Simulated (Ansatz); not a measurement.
# Si: what the fields show

```xyz
32
Lattice="1.9160 -3.3185 0.0000 22.9915 13.2741 0.0000 0.0000 0.0000 6.3418" Properties=species:S:1:pos:R:3 pbc="T T T"
Si    3.8320    2.2124    0.4001
Si   16.2857    7.1902    0.4001
Si    6.7059    3.8717    0.4001
Si   19.1596    8.8495    0.4001
Si   21.0756   12.1680    0.4001
Si   10.5378    3.8717    0.4001
Si   12.4538    7.1902    0.4001
Si    1.9160   -1.1061    0.4001
Si   16.2855    9.4025    3.5710
Si    5.7478    1.1061    3.5710
Si   19.1595   11.0617    3.5710
Si    8.6217    2.7654    3.5710
Si   10.5377    6.0839    3.5710
Si   22.9914   11.0617    3.5710
Si    1.9159    1.1061    3.5710
Si   14.3696    6.0839    3.5710
Si    3.8320    2.2124    2.7708
Si   16.2857    7.1902    2.7708
Si    6.7059    3.8717    2.7708
Si   19.1596    8.8495    2.7708
Si   21.0756   12.1680    2.7708
Si   10.5378    3.8717    2.7708
Si   12.4538    7.1902    2.7708
Si    1.9160   -1.1061    2.7708
Si   16.2855    9.4025    5.9417
Si    5.7478    1.1061    5.9417
Si   19.1595   11.0617    5.9417
Si    8.6217    2.7654    5.9417
Si   10.5377    6.0839    5.9417
Si   22.9914   11.0617    5.9417
Si    1.9159    1.1061    5.9417
Si   14.3696    6.0839    5.9417
```

Space group Cmcm; a structure from a database of computed crystals, not necessarily the ambient phase; not relaxed (largest force 0.4 eV/Å).

Computed with DFT r2SCAN, scalar-relativistic, plane waves, PAW in Ansatz 0.2.0.

The density is the valence pseudo-density of a PAW calculation; it isn't the true density close to the nuclei.

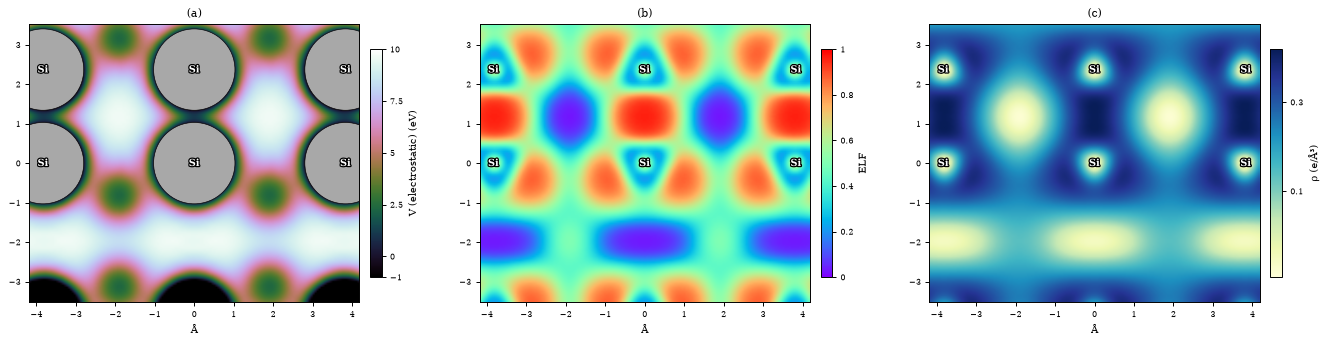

Figure 1. (a) electrostatic potential energy of an electron; (b) electron localisation function; (c) valence electron density on the (010) plane of the conventional cell. Grey discs cover the atomic cores in the potential map.

> Describe what can be read from this map.

- The section cuts through Si sites.
- Si–Si (2.37 Å): the density is about 0.57 e/Å³ at the midpoint; the ELF peaks at about 0.95 between the atoms.
- Between the atoms the lowest density in this plane is 0.04 e/Å³.
- Outside the cores the potential energy rises away from the atoms and is highest about 2.1 Å from the nearest atoms; its zero is arbitrary.

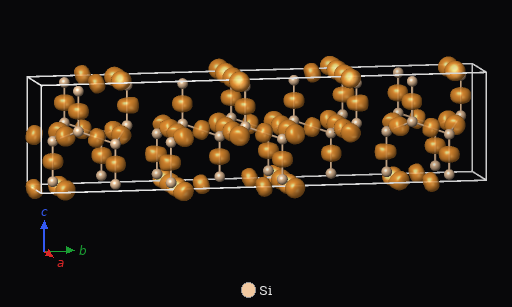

Figure 2. Isosurface of the ELF at 0.85 (orange), seen slightly off an axis. Only the valence region is drawn (cores and ρ < 0.01 e/Å³ removed). Sticks mark near contacts.

> Where are the electrons localised?

At this value the surface marks out 60 regions between bonded Si–Si atoms, counted in one cell of 32 atoms. Regions shared between cells count once.


Si–Si (2.35 Å): the ELF peaks at about 0.95 between the atoms.

> Does the calculation give a band gap?

It is gapless in this calculation (a metal or semimetal).
